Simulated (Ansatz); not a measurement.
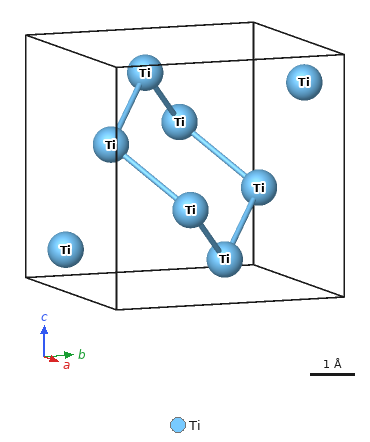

*The structure as given in the input (ball-and-stick view of the cell 4 times as large as that of the calculation, set on its symmetry axes, seen slightly off an axis).*

**Ti: geometry relaxation**

System: Ti (Fd-3m, 2 atoms in the cell).
Method: DFT, PBE, PAW with Ansatz's default frozen-core files, scalar-relativistic, no spin polarisation (Ansatz 0.2.0).

The structure was built on a prototype by a generator; it need not be a known phase. Its volume is 1.27 times that of the source entry. It belongs to a series of runs on one base structure; here: diamond relaxed under pressure, PAW files.

## Log
```
Engine: ansatz 0.2.0, x86_64-unknown-linux-gnu
Pseudopotentials: kind: paw
Pseudopotential: Ti, paw, valence charge 12, recommended cutoff 420 eV (normal), Ti.paw.azcp
Functional definition: PBE
  parameter kappa = 0.804
  parameter beta = 0.06672455060314922
  exchange = pbe_x(kappa = kappa, mu = beta*pi^2/3)
  correlation = pbe_c(beta = beta)
Crystal: 2 atoms, lattice volume = 44.035 Å³
Basis set: ecut = 420 eV, 869 PW (Γ), exchange–correlation on 54×54×54 points (8 copies of the dense FFT grid, shifted against one another)
Bands: 16, of which v1, the nominal top of the filled ones, is band 12 counted from 1 (11 counted from 0)
Symmetry: 48 space group operations
Space group: Fd-3m (ITA 227), of the structure as read, at distance tolerance 3.5e-5 Å
k-points: 72 of 1728
Non-local potential: Ti, projectors of the file, l = 0: 3, l = 1: 2, l = 2: 3, l = 3: 1
PAW form: soft (Blöchl's): semilocal exchange-correlation on the pseudo side does not see the compensation charge
PAW one-centre angular grid: Ti, 590 points (default); XC on 64 Gauss nodes
Initial density: superposition of atomic densities (neutral atoms: chi_scale 0, normalization atom), corrected by the library's trained network
Initial wavefunctions: pseudopotential atomic-orbital guess
Functional: x = pbe(κ = 0.804, μ = 0.2195149727645171), c = pbe(β = 0.06672455060314922)
SCF iter   1: F=—  HF=-4994.640115 eV  |F-HF|=—  |Δ(HF+E_count)|=         —  Δρ=8.76e-3  dr2=1.81e-2  ethr=1.77e-3  ⟨swp⟩=4.1  Hψ=4719  notcnv=0
preconditioner: auto → Kerker (q_TF=auto, 2.466 Å⁻¹)  [metal: Δε(μ)=0.008 eV  Ē_g=2.044 eV  σ=0.050 eV  W_gap=0.04  n_scr=14 (ndim 8)  ℏωp=15.8 eV  f_vac=0.000  D(μ)=6.92/eV (n_scr^D=112)]
SCF iter   2: F=—  HF=-4994.640720 eV  |F-HF|=—  |Δ(HF+E_count)|=   6.05e-4  Δρ=4.84e-3  dr2=5.64e-3  ethr=7.56e-5  ⟨swp⟩=1.6  Hψ=1818  notcnv=0
SCF iter   3: F=—  HF=-4994.641576 eV  |F-HF|=—  |Δ(HF+E_count)|=   8.56e-4  Δρ=7.39e-4  dr2=2.17e-4  ethr=2.35e-5  ⟨swp⟩=2.0  Hψ=1414  notcnv=0
SCF iter   4: F=—  HF=-4994.641591 eV  |F-HF|=—  |Δ(HF+E_count)|=   1.46e-5  Δρ=1.24e-4  dr2=7.96e-6  ethr=9.04e-7  ⟨swp⟩=2.2  Hψ=1411  notcnv=0
SCF iter   5: F=—  HF=-4994.641596 eV  |F-HF|=—  |Δ(HF+E_count)|=   4.84e-6  Δρ=3.98e-5  dr2=1.09e-6  ethr=3.32e-8  ⟨swp⟩=1.0  Hψ=1152  notcnv=0
SCF iter   6: F=-4994.641596 eV  HF=-4994.641596 eV  |F-HF|=7.43e-9  |Δ(HF+E_count)|=   1.02e-7  Δρ=7.14e-6  dr2=1.92e-8  ethr=4.17e-10  ⟨swp⟩=2.6  Hψ=3845  notcnv=0
SCF 1 converged in 6 iterations: F = -4994.641596 eV  dr2 = 1.92e-8
  greatest PAW one-centre occupation: 0.999 electrons in one spin orbital (limit 2), on the Ti atom at site 1 (counted from 0), in its partial waves of l = 0
relax step   1: F+E_penalty+E_count = -4994.64159561 eV  Δ(F+E_penalty+E_count) = +0.000e0 eV  max|allowed force component| = 5.551e-17 eV/Å  Δτ_max = 0.0000 Å  P = +1.463 GPa  Ω = 44.035 Å³  (6 SCF iters, dr2 threshold 1.00e-7 eV, accepted)
Crystal: 2 atoms, lattice volume = 45.174 Å³
Basis set: ecut = 420 eV, 893 PW (Γ), exchange–correlation on 54×54×54 points (8 copies of the dense FFT grid, shifted against one another)
Initial density: handed on by an earlier stage of this run
Initial wavefunctions: those handed on with the density
iter 1 solved again at ethr=5.18e-6 eV; its pass at ethr=3.10e-3 eV (dr2=1.24e-3 eV) is discarded
SCF iter   1: F=—  HF=-4994.648599 eV  |F-HF|=—  |Δ(HF+E_count)|=         —  Δρ=1.14e-3  dr2=1.10e-3  ethr=5.18e-6  ⟨swp⟩=2.0  Hψ=7728  notcnv=0
preconditioner: auto → Kerker (q_TF=auto, 2.455 Å⁻¹)  [metal: Δε(μ)=0.002 eV  Ē_g=1.976 eV  σ=0.050 eV  W_gap=0.01  n_scr=14 (ndim 8)  ℏωp=15.6 eV  f_vac=0.000  D(μ)=7.14/eV (n_scr^D=112)]
SCF iter   2: F=—  HF=-4994.648480 eV  |F-HF|=—  |Δ(HF+E_count)|=   1.18e-4  Δρ=6.68e-4  dr2=4.10e-4  ethr=4.57e-6  ⟨swp⟩=1.0  Hψ=1152  notcnv=0
SCF iter   3: F=—  HF=-4994.648389 eV  |F-HF|=—  |Δ(HF+E_count)|=   9.13e-5  Δρ=1.60e-4  dr2=2.07e-5  ethr=1.71e-6  ⟨swp⟩=2.0  Hψ=1375  notcnv=0
SCF iter   4: F=—  HF=-4994.648394 eV  |F-HF|=—  |Δ(HF+E_count)|=   5.26e-6  Δρ=6.35e-5  dr2=1.50e-6  ethr=8.63e-8  ⟨swp⟩=2.0  Hψ=1420  notcnv=0
iter 5 did not close the SCF: its close was put off for the readings that it lacked (scf_convergence_deferred on its scf_iter line)
SCF iter   5: F=-4994.648395 eV  HF=-4994.648395 eV  |F-HF|=3.05e-8  |Δ(HF+E_count)|=   3.11e-7  Δρ=1.12e-5  dr2=6.00e-8  ethr=6.25e-9  ⟨swp⟩=2.6  Hψ=1939  notcnv=0
SCF iter   6: F=-4994.648395 eV  HF=-4994.648395 eV  |F-HF|=1.82e-9  |Δ(HF+E_count)|=   4.24e-8  Δρ=2.19e-6  dr2=1.44e-9  ethr=2.50e-10  ⟨swp⟩=2.0  Hψ=3597  notcnv=0
SCF 2 converged in 6 iterations: F = -4994.648395 eV  dr2 = 1.44e-9
relax step   2: F+E_penalty+E_count = -4994.64839482 eV  Δ(F+E_penalty+E_count) = -6.799e-3 eV  max|allowed force component| = 3.423e-16 eV/Å  Δτ_max = 0.0000 Å  P = +0.480 GPa  Ω = 45.174 Å³  energy of the carried Pulay correction = -1.007e-4 eV  (6 SCF iters, dr2 threshold 2.00e-7 eV, accepted)
Crystal: 2 atoms, lattice volume = 46.888 Å³
Basis set: ecut = 420 eV, 941 PW (Γ), exchange–correlation on 54×54×54 points (8 copies of the dense FFT grid, shifted against one another)
iter 1 solved again at ethr=8.47e-6 eV; its pass at ethr=3.10e-3 eV (dr2=2.03e-3 eV) is discarded
SCF iter   1: F=—  HF=-4994.646240 eV  |F-HF|=—  |Δ(HF+E_count)|=         —  Δρ=1.44e-3  dr2=1.78e-3  ethr=8.47e-6  ⟨swp⟩=1.4  Hψ=7779  notcnv=0
preconditioner: auto → Kerker (q_TF=auto, 2.440 Å⁻¹)  [metal: Δε(μ)=0.003 eV  Ē_g=1.898 eV  σ=0.050 eV  W_gap=0.01  n_scr=14 (ndim 8)  ℏωp=15.3 eV  f_vac=0.000  D(μ)=7.59/eV (n_scr^D=136)]
SCF iter   2: F=—  HF=-4994.646079 eV  |F-HF|=—  |Δ(HF+E_count)|=   1.61e-4  Δρ=8.72e-4  dr2=7.02e-4  ethr=7.44e-6  ⟨swp⟩=1.0  Hψ=1152  notcnv=0
SCF iter   3: F=—  HF=-4994.645938 eV  |F-HF|=—  |Δ(HF+E_count)|=   1.41e-4  Δρ=2.12e-4  dr2=3.66e-5  ethr=2.92e-6  ⟨swp⟩=2.0  Hψ=1358  notcnv=0
SCF iter   4: F=—  HF=-4994.645940 eV  |F-HF|=—  |Δ(HF+E_count)|=   1.99e-6  Δρ=8.69e-5  dr2=2.95e-6  ethr=1.52e-7  ⟨swp⟩=2.0  Hψ=1431  notcnv=0
iter 5 did not close the SCF: its close was put off for the readings that it lacked (scf_convergence_deferred on its scf_iter line)
SCF iter   5: F=-4994.645940 eV  HF=-4994.645940 eV  |F-HF|=7.97e-8  |Δ(HF+E_count)|=   5.70e-7  Δρ=1.49e-5  dr2=1.01e-7  ethr=1.23e-8  ⟨swp⟩=2.9  Hψ=2108  notcnv=0
SCF iter   6: F=-4994.645940 eV  HF=-4994.645940 eV  |F-HF|=4.03e-9  |Δ(HF+E_count)|=   9.29e-8  Δρ=3.02e-6  dr2=2.67e-9  ethr=4.21e-10  ⟨swp⟩=2.0  Hψ=3787  notcnv=0
SCF 3 converged in 6 iterations: F = -4994.645940 eV  dr2 = 2.67e-9
relax step   3: F+E_penalty+E_count = -4994.64594020 eV  Δ(F+E_penalty+E_count) = +2.455e-3 eV  max|allowed force component| = 9.252e-17 eV/Å  Δτ_max = 0.0000 Å  P = -0.872 GPa  Ω = 46.888 Å³  energy of the carried Pulay correction = -2.474e-4 eV  (6 SCF iters, dr2 threshold 2.00e-7 eV, accepted)
Crystal: 2 atoms, lattice volume = 46.938 Å³
iter 1 solved again at ethr=8.68e-9 eV; its pass at ethr=3.10e-3 eV (dr2=2.08e-6 eV) is discarded
SCF iter   1: F=—  HF=-4994.645656 eV  |F-HF|=—  |Δ(HF+E_count)|=         —  Δρ=4.00e-5  dr2=1.34e-6  ethr=8.68e-9  ⟨swp⟩=2.0  Hψ=7613  notcnv=0
preconditioner: auto → Kerker (q_TF=auto, 2.440 Å⁻¹)  [metal: Δε(μ)=0.002 eV  Ē_g=1.890 eV  σ=0.050 eV  W_gap=0.01  n_scr=14 (ndim 8)  ℏωp=15.3 eV  f_vac=0.000  D(μ)=7.65/eV (n_scr^D=136)]
SCF iter   2: F=—  HF=-4994.645655 eV  |F-HF|=—  |Δ(HF+E_count)|=   1.38e-6  Δρ=2.42e-5  dr2=5.20e-7  ethr=5.57e-9  ⟨swp⟩=1.0  Hψ=1152  notcnv=0
SCF iter   3: F=—  HF=-4994.645655 eV  |F-HF|=—  |Δ(HF+E_count)|=   9.54e-8  Δρ=6.20e-6  dr2=3.20e-8  ethr=2.16e-9  ⟨swp⟩=1.9  Hψ=1312  notcnv=0
iter 4 did not close the SCF: its close was put off for the readings that it lacked (scf_convergence_deferred on its scf_iter line)
SCF iter   4: F=-4994.645655 eV  HF=-4994.645655 eV  |F-HF|=1.77e-10  |Δ(HF+E_count)|=   1.09e-9  Δρ=2.56e-6  dr2=2.56e-9  ethr=1.33e-10  ⟨swp⟩=2.0  Hψ=1426  notcnv=0
iter 5 did not close the SCF: its close was put off for the readings that it lacked (scf_convergence_deferred on its scf_iter line)
SCF iter   5: F=-4994.645655 eV  HF=-4994.645655 eV  |F-HF|=7.28e-11  |Δ(HF+E_count)|=  4.61e-10  Δρ=3.89e-7  dr2=5.84e-11  ethr=1.07e-11  ⟨swp⟩=2.9  Hψ=2172  notcnv=0
SCF iter   6: F=-4994.645655 eV  HF=-4994.645655 eV  |F-HF|=3.64e-12  |Δ(HF+E_count)|=  7.46e-11  Δρ=8.13e-8  dr2=1.86e-12  ethr=1.00e-12  ⟨swp⟩=2.0  Hψ=2917  notcnv=0
SCF 4 converged in 6 iterations: F = -4994.645655 eV  dr2 = 1.86e-12
relax step   4: F+E_penalty+E_count = -4994.64565475 eV  Δ(F+E_penalty+E_count) = +2.855e-4 eV  max|allowed force component| = 1.943e-16 eV/Å  Δτ_max = 0.0000 Å  P = -0.908 GPa  Ω = 46.938 Å³  energy of the carried Pulay correction = -2.517e-4 eV  (6 SCF iters, dr2 threshold 3.69e-9 eV, accepted)
Basis set: ecut = 420 eV, 941 PW (Γ), exchange–correlation on 60×60×60 points (8 copies of the dense FFT grid, shifted against one another)
Initial wavefunctions: pseudopotential atomic-orbital guess (no wavefunctions were taken with the density)
iter 1 solved again at ethr=6.92e-8 eV; its pass at ethr=3.10e-3 eV (dr2=1.66e-5 eV) is discarded
SCF iter   1: F=—  HF=-4994.645550 eV  |F-HF|=—  |Δ(HF+E_count)|=         —  Δρ=3.11e-4  dr2=1.04e-6  ethr=6.92e-8  ⟨swp⟩=3.0  Hψ=7826  notcnv=0
preconditioner: auto → Kerker (q_TF=auto, 2.440 Å⁻¹)  [metal: Δε(μ)=0.002 eV  Ē_g=1.889 eV  σ=0.050 eV  W_gap=0.01  n_scr=14 (ndim 8)  ℏωp=15.3 eV  f_vac=0.000  D(μ)=7.65/eV (n_scr^D=136)]
SCF iter   2: F=—  HF=-4994.645781 eV  |F-HF|=—  |Δ(HF+E_count)|=   2.31e-4  Δρ=1.58e-4  dr2=2.59e-7  ethr=4.32e-9  ⟨swp⟩=2.0  Hψ=1238  notcnv=0
SCF iter   3: F=—  HF=-4994.645861 eV  |F-HF|=—  |Δ(HF+E_count)|=   7.99e-5  Δρ=3.98e-6  dr2=1.21e-9  ethr=1.08e-9  ⟨swp⟩=2.1  Hψ=1348  notcnv=0
SCF iter   4: F=—  HF=-4994.645861 eV  |F-HF|=—  |Δ(HF+E_count)|=   3.90e-8  Δρ=8.22e-7  dr2=4.72e-10  ethr=5.03e-12  ⟨swp⟩=2.1  Hψ=2087  notcnv=0
SCF iter   5: F=—  HF=-4994.645861 eV  |F-HF|=—  |Δ(HF+E_count)|=  2.16e-10  Δρ=2.71e-7  dr2=7.97e-11  ethr=1.97e-12  ⟨swp⟩=1.9  Hψ=1313  notcnv=0
SCF iter   6: F=-4994.645861 eV  HF=-4994.645861 eV  |F-HF|=1.82e-12  |Δ(HF+E_count)|=  1.55e-11  Δρ=7.71e-8  dr2=2.87e-12  ethr=1.00e-12  ⟨swp⟩=4.0  Hψ=4720  notcnv=0
SCF 5 converged in 6 iterations: F = -4994.645861 eV  dr2 = 2.87e-12
relax step   5: F+E_penalty+E_count = -4994.64586104 eV  Δ(F+E_penalty+E_count) = -2.063e-4 eV  max|allowed force component| = 1.573e-16 eV/Å  Δτ_max = 0.0000 Å  P = -0.908 GPa  Ω = 46.938 Å³  stress off target by 2.05e-3 GPa  SCF on the basis re-selected at this cell (its energy is not comparable with the rows above)  (6 SCF iters)
```

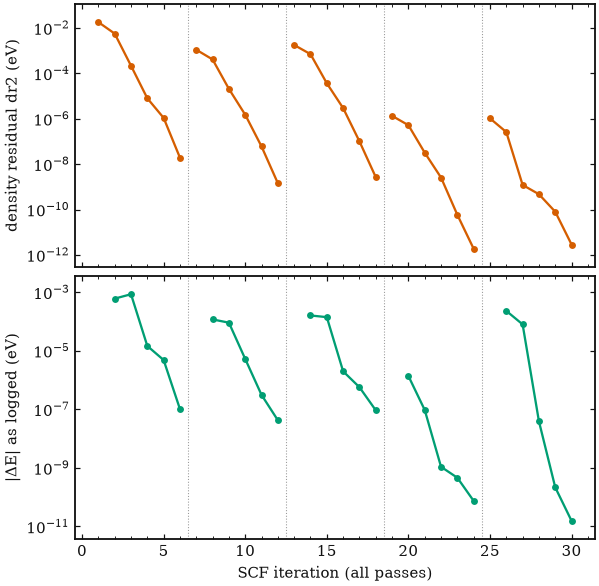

*Convergence of the self-consistent field: density residual dr2 and size of the energy change against the SCF iteration. The dotted lines part the SCF passes of the relaxation: geometry steps, rejected trials and re-solves on a re-selected basis.*

The 5 passes take 6 iterations each, 30 in all.

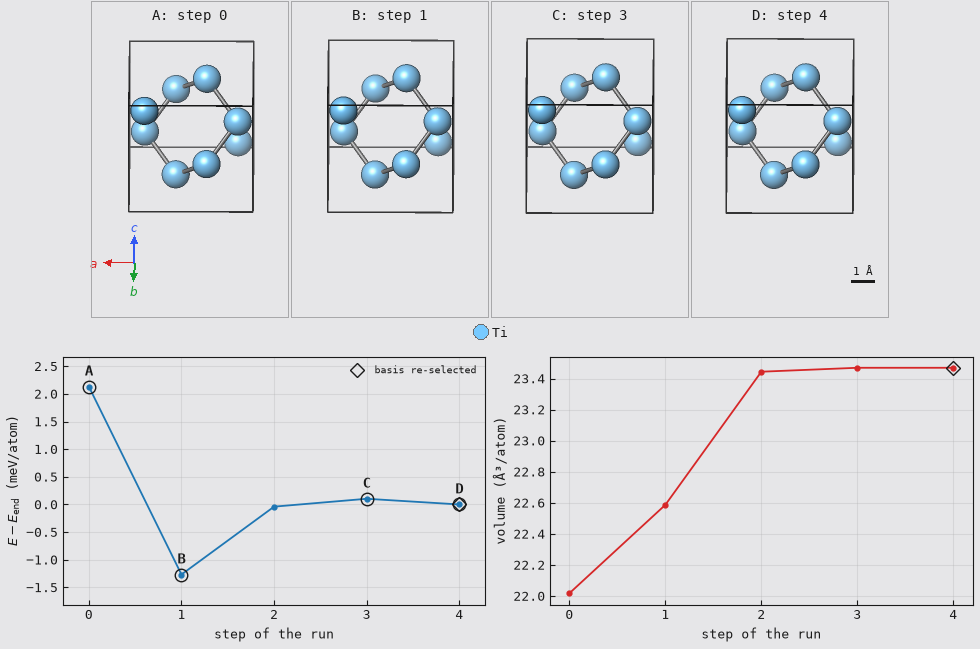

*Frames of the relaxation (ball-and-stick view of the cell 4 times as large as that of the calculation, set on its symmetry axes, seen at an oblique angle) above the curves, on which the letters mark them (the first geometry is step 0 here and step 1 in the log).*

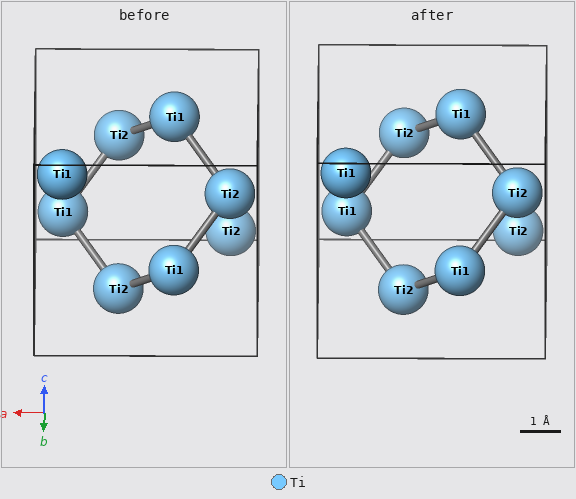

*Before (left) and after (right) the relaxation, at one scale (ball-and-stick view of the cell 4 times as large as that of the calculation, set on its symmetry axes, seen at an oblique angle).*

Over 3 geometry steps the energy falls by 2.0 meV per atom. All forces vanish by symmetry, so only the cell relaxes. The pressure goes from 1.46 to −0.91 GPa. The atoms keep their places relative to the cell (all moves are under 0.005 Å). The volume changes by +6.6 %, with a = b = c 5.606 → 5.726 Å (+2.2 %). Among the contacts that change: Ti1–Ti2 2.427 → 2.479 Å. The space group stays Fd-3m (No. 227). A last SCF at the same geometry on a re-selected plane-wave basis shifts the energy by −0.1 meV per atom. (Atoms are counted from 1 in the order of the input.)

```
basis re-selected at this cell: Δ(F+E_penalty+E_count) = -2.063e-4 eV, ΔP = -0.000 GPa vs the last step (what re-selecting the basis moved, of the pressure what is left beyond the Pulay correction that the steps carried, after the strain that the cell walked since its last selection, with what the two solves' SCF thresholds leave and, on support functions, any second-order correction that the steps lacked; it is no measure of the basis error at this ecutwfc). The dense FFT grid was sized anew with the basis: this SCF ran on 30×30×30 points, the steps before it on 27×27×27, so part of this shift can come from that change (see relax.cell in the input reference). This SCF's stress stands 2.05e-3 GPa from its target on what of the cell is left free (relax.cell.stress_tol is 3.00e-2 GPa) and its largest allowed force component is 1.57e-16 eV/Å (relax.f_tol is 5.00e-3 eV/Å): within both
SCF converged after 6 iterations
Free energy (F): -4994.645861 eV
Harris-Foulkes:  -4994.645861 eV  (|F-HF|=1.82e-12)
Internal energy: -4994.584223 eV  (E = F + TS)
E sigma→0 (E₀):  -4994.615042 eV
Entropy (-TS):   -0.061638 eV (-30.819 meV/atom)
Fermi energy:    8.899413 eV
--- Per-component energies (eV) ---
  E_band       = -414.883760
  E_kinetic    = 548.012432
  E_local      = -2251.402147  (includes V_loc(G=0)·N_el)
  E_nonlocal   = 24.799025
  E_hartree    = 926.548160
  E_xc         = -192.154411
  E_vxc        = -240.188045  (∫ρ·V_xc dr)
  E_paw        = -2099.722195  (= ΣΔE_a)
  E_vpaw       = -349.201630  (= ΣTr[D̂ρ^β])
  E_aug_tail   = 0.000250  (compensation charges beyond the density's cutoff)
  E_ewald      = -1950.665337
  E_smearing   = -0.061638  (= −TS)
  E_closure    = -0.000000  (closes the sum)
  Σ components = -4994.645861   (vs F -4994.645861, Δ=0.00e0)
--- Forces (eV/Å), atoms counted from 1 ---
  atom   1  Ti     0.00000000     0.00000000    -0.00000000
  atom   2  Ti    -0.00000000    -0.00000000    -0.00000000
  max |Σ_I F_I| component: 2.22e-16 eV/Å
--- Stress (GPa, compression-positive) ---
       -0.907955       0.000000       0.000000
        0.000000      -0.907955      -0.000000
        0.000000      -0.000000      -0.907955
  P = ⅓ Tr σ = -0.9080 GPa (-9.080 kbar)
--- Band table (eV; the first three rows and the last of 72) ---
  k-point 0: bands = ["-47.7953", "-47.3329", "-24.2581", "-24.2581", "-24.2581", "-23.5726", "-23.5726", "-23.5726", "4.1795", "8.3280", "8.3280", "8.7544", "8.7544", "8.7544", "10.5444", "10.5444"]
  k-point 1: bands = ["-47.7895", "-47.3389", "-24.2643", "-24.2643", "-24.2582", "-23.5735", "-23.5663", "-23.5663", "4.2899", "8.2578", "8.2578", "8.7572", "8.8653", "8.8653", "10.4174", "10.5329"]
  k-point 2: bands = ["-47.7729", "-47.3561", "-24.2807", "-24.2807", "-24.2590", "-23.5756", "-23.5495", "-23.5495", "4.6130", "8.1668", "8.1668", "8.7772", "9.0447", "9.0447", "10.0574", "10.5347"]
  k-point 71: bands = ["-47.5661", "-47.5661", "-24.4296", "-24.4296", "-23.9192", "-23.9192", "-23.4044", "-23.4044", "7.2625", "7.2625", "8.8700", "8.8700", "9.6084", "9.6084", "9.6538", "9.6538"]
--- Relaxed structure (4 steps of the walk, 4 accepted, 1 SCFs on fresh bases) ---
  F+E_penalty+E_count = -4994.64586104 eV   max|allowed force component| = 1.573e-16 eV/Å   (the final SCF, on the basis selected at the relaxed cell)
  cell:  # Å, volume = 46.9382 Å³
    - [-1.7069496310200225e-33, 2.8630716942215795, 2.8630716942215795]
    - [2.8630716942215795, -3.2482996709709395e-34, 2.8630716942215795]
    - [2.8630716942215795, 2.8630716942215795, 2.61137816685899e-34]
  atoms:
    - { symbol: Ti, position: [-0.125, -0.125, -0.125] }
    - { symbol: Ti, position: [0.125, 0.125, 0.125] }
```

## Trajectory as extended XYZ (Å, eV, eV/Å), 5 frames, from step=1 to step=5
```
2
Lattice="0.0000 2.8028 2.8028 2.8028 0.0000 2.8028 2.8028 2.8028 0.0000" Properties=species:S:1:pos:R:3:forces:R:3 step=1 energy=-4994.64160 pressure_GPa=1.46
Ti   -0.7007   -0.7007   -0.7007    0.0000   0.0000   0.0000
Ti    0.7007    0.7007    0.7007    0.0000   0.0000   0.0000
2
Lattice="0.0000 2.8267 2.8267 2.8267 0.0000 2.8267 2.8267 2.8267 0.0000" Properties=species:S:1:pos:R:3:forces:R:3 step=2 energy=-4994.64840 pressure_GPa=0.48
Ti   -0.7067   -0.7067   -0.7067    0.0000   0.0000   0.0000
Ti    0.7067    0.7067    0.7067    0.0000   0.0000   0.0000
2
Lattice="0.0000 2.8620 2.8620 2.8620 0.0000 2.8620 2.8620 2.8620 0.0000" Properties=species:S:1:pos:R:3:forces:R:3 step=3 energy=-4994.64594 pressure_GPa=-0.87
Ti   -0.7155   -0.7155   -0.7155    0.0000   0.0000   0.0000
Ti    0.7155    0.7155    0.7155    0.0000   0.0000   0.0000
2
Lattice="0.0000 2.8631 2.8631 2.8631 0.0000 2.8631 2.8631 2.8631 0.0000" Properties=species:S:1:pos:R:3:forces:R:3 step=4 energy=-4994.64566 pressure_GPa=-0.91
Ti   -0.7158   -0.7158   -0.7158    0.0000   0.0000   0.0000
Ti    0.7158    0.7158    0.7158    0.0000   0.0000   0.0000
2
Lattice="0.0000 2.8631 2.8631 2.8631 0.0000 2.8631 2.8631 2.8631 0.0000" Properties=species:S:1:pos:R:3:forces:R:3 step=5 energy=-4994.64586 pressure_GPa=-0.91
Ti   -0.7158   -0.7158   -0.7158    0.0000   0.0000   0.0000
Ti    0.7158    0.7158    0.7158    0.0000   0.0000   0.0000
```

This output came from the following input.

## Input
```yaml
crystal:
  lattice:
    - [0.0, 2.8027796123, 2.8027796123]
    - [2.8027796123, 0.0, 2.8027796123]
    - [2.8027796123, 2.8027796123, 0.0]
  atoms:
    - { symbol: Ti, position: [-0.125, -0.125, -0.125] }
    - { symbol: Ti, position: [0.125, 0.125, 0.125] }
kpoints:
  mp_grid: { grid: [12, 12, 12] }
scf:
  occupations: { method: fermi_dirac, width: 0.05 }
hamiltonian:
  xc: pbe
  pseudopotentials: { kind: paw }
output:
  forces: true
  stress: true
  eigenvalues: true
relax:
  f_tol: 0.005
  max_steps: 40
  cell: { p_target: -0.91, stress_tol: 0.03 }
```

Launched with:
```bash
ansatz run input.yaml --threads 1 --pin off --max-ram 3584MiB --backend cpu --events-out ev --progress --plain --runs-dir out
```

## Key numbers

| quantity | value |
| --- | --- |
| outcome | converged |
| space group (tolerance 0.01 Å) | Fd-3m (227) |
| electrons treated | 24 |
| free energy | −4994.6459 eV |
| Fermi energy | 8.899 eV |
| pressure | −0.91 GPa |
| final volume | 46.94 Å³ |
| largest force (length of the vector) at the end | under 0.001 eV/Å |
| final cell | a = 4.049 Å, b = 4.049 Å, c = 4.049 Å, α = 60.00°, β = 60.00°, γ = 60.00° |
| hardware | 1 thread of Intel Xeon (Granite Rapids), 32 GiB of memory available, shared host |
| wall time | 6.8 s |
| peak memory | 0.39 GiB |
